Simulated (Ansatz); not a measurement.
## Single-point calculation of PbO2 (part 2 of 2)

The same run, continued: PbO2 (6 atoms in the cell); DFT, r2SCAN with spin-orbit coupling, plane waves, PAW (Ansatz 0.2.0); cutoff 500 eV, 6×6×8 k-mesh, Fermi–Dirac smearing of 0.02 eV. The structure was built on a prototype by a generator. The geometry comes from this level: r2SCAN (a point of a series of strains). It belongs to a series of runs on one base structure; here: hydrostatic strain -2.0%.

Geometry of the input (Å; fractional positions):
```
4.8842  0.0000  0.0000
0.0000  4.8842  0.0000
0.0000  0.0000  3.3395
Pb 0.0000  0.0000  0.0000
Pb 0.5000  0.5000  0.5000
O  0.3061  0.3061  0.0000
O  0.1939  0.8061  0.5000
O  0.8061  0.1939  0.5000
O  0.6939  0.6939  0.0000
```

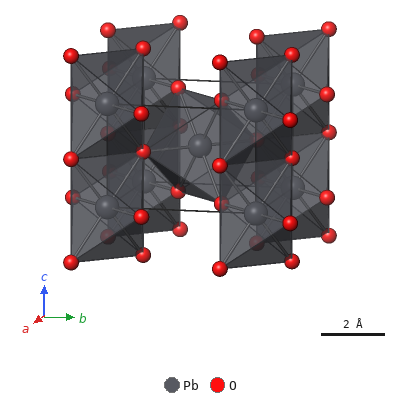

*The structure (polyhedral view of the cell of the calculation, seen slightly off an axis; polyhedra are completed across the faces of the cell). An atom can appear more than once, as a periodic image.*

### Log, continued
```
  k-point 0: bands = ["-11.1583", "-11.1583", "-11.0204", "-11.0204", "-9.3366", "-9.3366", "-9.2438", "-9.2438", "-8.7106", "-8.7106", "-8.6065", "-8.6065", "-8.4918", "-8.4918", "-7.5747", "-7.5747", "-6.3758", "-6.3758", "-6.2586", "-6.2586", "-5.9137", "-5.9137", "-5.8782", "-5.8782", "-5.8579", "-5.8579", "-4.1901", "-4.1901", "0.2391", "0.2391", "4.6670", "4.6670", "4.7804", "4.7804", "5.0418", "5.0418", "6.0926", "6.0926", "6.6037", "6.6037", "7.3368", "7.3368", "7.6889", "7.6889", "7.7163", "7.7163", "7.8951", "7.8951", "7.9770", "7.9770", "8.2785", "8.2785", "8.4132", "8.4132", "13.8779", "13.8779", "14.6869", "14.6869", "15.3285", "15.3285", "18.8049", "18.8049"]
  k-point 1: bands = ["-11.0373", "-11.0373", "-10.9354", "-10.9354", "-9.6644", "-9.6644", "-9.6035", "-9.6035", "-8.6324", "-8.6324", "-8.3450", "-8.3450", "-8.2663", "-8.2663", "-7.5853", "-7.5853", "-6.2951", "-6.2951", "-6.0769", "-6.0769", "-5.8882", "-5.8882", "-5.8698", "-5.8698", "-5.7726", "-5.7726", "-4.3123", "-4.3123", "0.1471", "0.1471", "4.7508", "4.7508", "4.8045", "4.8045", "5.1697", "5.1697", "5.3131", "5.3131", "6.1577", "6.1577", "7.1945", "7.1945", "7.3292", "7.3292", "7.4387", "7.4387", "7.8529", "7.8529", "7.8577", "7.8577", "8.2985", "8.2985", "9.3770", "9.3770", "14.0062", "14.0062", "15.2824", "15.2824", "15.9287", "15.9287", "17.9785", "17.9785"]
  k-point 2: bands = ["-10.7315", "-10.7315", "-10.7164", "-10.7164", "-10.1269", "-10.1269", "-10.0880", "-10.0880", "-8.5744", "-8.5744", "-8.0465", "-8.0465", "-7.9507", "-7.9507", "-7.6349", "-7.6349", "-6.1854", "-6.1854", "-5.8780", "-5.8780", "-5.8669", "-5.8669", "-5.5847", "-5.5847", "-5.4043", "-5.4043", "-4.6749", "-4.6749", "0.0413", "0.0413", "3.5485", "3.5485", "4.8805", "4.8805", "5.0591", "5.0591", "5.4775", "5.4775", "6.3487", "6.3487", "6.3946", "6.3946", "6.4291", "6.4291", "6.8843", "6.8843", "7.7536", "7.7536", "7.7846", "7.7846", "7.9846", "7.9846", "10.9974", "10.9974", "14.1346", "14.1346", "16.5734", "16.5734", "17.0606", "17.0606", "17.6864", "17.6864"]
  k-point 49: bands = ["-10.5961", "-10.5961", "-10.5961", "-10.5961", "-10.2789", "-10.2789", "-10.2789", "-10.2789", "-8.1169", "-8.1169", "-8.1169", "-8.1169", "-7.6971", "-7.6971", "-7.6971", "-7.6971", "-5.8264", "-5.8264", "-5.8264", "-5.8264", "-5.6962", "-5.6962", "-5.6962", "-5.6962", "-4.8002", "-4.8002", "-4.8002", "-4.8002", "0.3325", "0.3325", "0.3325", "0.3325", "4.1545", "4.1545", "4.1545", "4.1545", "6.3932", "6.3932", "6.3932", "6.3932", "6.7684", "6.7684", "6.7684", "6.7684", "7.6316", "7.6316", "7.6316", "7.6316", "7.7458", "7.7458", "7.7458", "7.7458", "12.2070", "12.2070", "12.2070", "12.2070", "17.5420", "17.5420", "17.5420", "17.5420", "19.2239", "19.2239"]
```

### File rho_z.tsv
```
# z_ang	rho[e/angstrom^3]	m_x[e/angstrom^3]	m_y[e/angstrom^3]	m_z[e/angstrom^3]	m_norm[e/angstrom^3]
# format = ansatz-planar-average/11
# lattice	4.884169159	0.000000000	0.000000000
# lattice	0.000000000	4.884169159	0.000000000
# lattice	0.000000000	0.000000000	3.339469857
# sites	6
# site	82	0.000000000	0.000000000	0.000000000
# site	82	2.442084580	2.442084580	1.669734929
# site	8	1.494852718	1.494852718	0.000000000
# site	8	0.947231862	3.936937298	1.669734929
# site	8	3.936937298	0.947231862	1.669734929
# site	8	3.389316442	3.389316442	0.000000000
0.000000	1.064136e0	0.000000e0	0.000000e0	0.000000e0	0.000000e0
0.133579	1.003309e0	0.000000e0	0.000000e0	0.000000e0	0.000000e0
0.267158	8.449524e-1	0.000000e0	0.000000e0	0.000000e0	0.000000e0
0.400736	6.470894e-1	0.000000e0	0.000000e0	0.000000e0	0.000000e0
0.534315	4.706960e-1	0.000000e0	0.000000e0	0.000000e0	0.000000e0
0.667894	3.532108e-1	0.000000e0	0.000000e0	0.000000e0	0.000000e0
0.801473	3.030585e-1	0.000000e0	0.000000e0	0.000000e0	0.000000e0
0.935052	3.197595e-1	0.000000e0	0.000000e0	0.000000e0	0.000000e0
1.068630	4.035755e-1	0.000000e0	0.000000e0	0.000000e0	0.000000e0
1.202209	5.530851e-1	0.000000e0	0.000000e0	0.000000e0	0.000000e0
1.335788	7.468579e-1	0.000000e0	0.000000e0	0.000000e0	0.000000e0
1.469367	9.331439e-1	0.000000e0	0.000000e0	0.000000e0	0.000000e0
1.602946	1.048522e0	0.000000e0	0.000000e0	0.000000e0	0.000000e0
1.736524	1.048522e0	0.000000e0	0.000000e0	0.000000e0	0.000000e0
1.870103	9.331439e-1	0.000000e0	0.000000e0	0.000000e0	0.000000e0
2.003682	7.468579e-1	0.000000e0	0.000000e0	0.000000e0	0.000000e0
2.137261	5.530851e-1	0.000000e0	0.000000e0	0.000000e0	0.000000e0
2.270840	4.035755e-1	0.000000e0	0.000000e0	0.000000e0	0.000000e0
2.404418	3.197595e-1	0.000000e0	0.000000e0	0.000000e0	0.000000e0
2.537997	3.030585e-1	0.000000e0	0.000000e0	0.000000e0	0.000000e0
2.671576	3.532108e-1	0.000000e0	0.000000e0	0.000000e0	0.000000e0
2.805155	4.706960e-1	0.000000e0	0.000000e0	0.000000e0	0.000000e0
2.938733	6.470894e-1	0.000000e0	0.000000e0	0.000000e0	0.000000e0
3.072312	8.449524e-1	0.000000e0	0.000000e0	0.000000e0	0.000000e0
3.205891	1.003309e0	0.000000e0	0.000000e0	0.000000e0	0.000000e0
```

### File v_z.tsv
```
# z_ang	v_es[eV]	v_tot[eV]	b_x[eV]	b_y[eV]	b_z[eV]
# format = ansatz-planar-average/11
# xc	r2scan
# density_cutoff_ev	2000
# datasets	Pb=:simpson_from_first_knot:soft:shift=0	O=:simpson_from_first_knot:soft:shift=0
# lattice	4.884169159	0.000000000	0.000000000
# lattice	0.000000000	4.884169159	0.000000000
# lattice	0.000000000	0.000000000	3.339469857
# sites	6
# site	82	0.000000000	0.000000000	0.000000000
# site	82	2.442084580	2.442084580	1.669734929
# site	8	1.494852718	1.494852718	0.000000000
# site	8	0.947231862	3.936937298	1.669734929
# site	8	3.936937298	0.947231862	1.669734929
# site	8	3.389316442	3.389316442	0.000000000
0.000000	2.415427e0	-1.040774e1	0.000000e0	0.000000e0	0.000000e0
0.133579	2.708602e0	-1.000681e1	0.000000e0	0.000000e0	0.000000e0
0.267158	3.529688e0	-8.843204e0	0.000000e0	0.000000e0	0.000000e0
0.400736	4.766766e0	-6.926632e0	0.000000e0	0.000000e0	0.000000e0
0.534315	6.317502e0	-4.560042e0	0.000000e0	0.000000e0	0.000000e0
0.667894	7.765836e0	-2.470419e0	0.000000e0	0.000000e0	0.000000e0
0.801473	8.319023e0	-1.604231e0	0.000000e0	0.000000e0	0.000000e0
0.935052	8.159428e0	-1.871396e0	0.000000e0	0.000000e0	0.000000e0
1.068630	7.117860e0	-3.406047e0	0.000000e0	0.000000e0	0.000000e0
1.202209	5.507765e0	-5.770575e0	0.000000e0	0.000000e0	0.000000e0
1.335788	4.105820e0	-7.967251e0	0.000000e0	0.000000e0	0.000000e0
1.469367	3.058291e0	-9.522607e0	0.000000e0	0.000000e0	0.000000e0
1.602946	2.490439e0	-1.030501e1	0.000000e0	0.000000e0	0.000000e0
1.736524	2.490439e0	-1.030501e1	0.000000e0	0.000000e0	0.000000e0
1.870103	3.058291e0	-9.522607e0	0.000000e0	0.000000e0	0.000000e0
2.003682	4.105820e0	-7.967251e0	0.000000e0	0.000000e0	0.000000e0
2.137261	5.507765e0	-5.770575e0	0.000000e0	0.000000e0	0.000000e0
2.270840	7.117860e0	-3.406047e0	0.000000e0	0.000000e0	0.000000e0
2.404418	8.159428e0	-1.871396e0	0.000000e0	0.000000e0	0.000000e0
2.537997	8.319023e0	-1.604231e0	0.000000e0	0.000000e0	0.000000e0
2.671576	7.765836e0	-2.470419e0	0.000000e0	0.000000e0	0.000000e0
2.805155	6.317502e0	-4.560042e0	0.000000e0	0.000000e0	0.000000e0
2.938733	4.766766e0	-6.926632e0	0.000000e0	0.000000e0	0.000000e0
3.072312	3.529688e0	-8.843204e0	0.000000e0	0.000000e0	0.000000e0
3.205891	2.708602e0	-1.000681e1	0.000000e0	0.000000e0	0.000000e0
```

### Summary

| quantity | value |
| --- | --- |
| outcome | converged |
| space group (tolerance 0.01 Å) | P4₂/mnm (136) |
| electrons treated | 52 |
| free energy | −26043.9361 eV |
| Fermi energy | 8.425 eV |
| band gap | 0.02 eV |
| net moment of the cell | 0.00 μB |
| integrated absolute moment | 0.00 μB |
| pressure | 9.99 GPa |
| largest force (length of the vector) | 0.011 eV/Å |
| hardware | 1 × NVIDIA H100 80GB HBM3, 2 threads of AMD EPYC (Zen 3), 1656 GiB of memory available, shared host |
| wall time | 9.2 s (CPU time 12 s) |
| peak memory | 1.5 GiB |

### Notes

The cell is under a pressure of 10.0 GPa at this level, so it is not at its equilibrium volume.
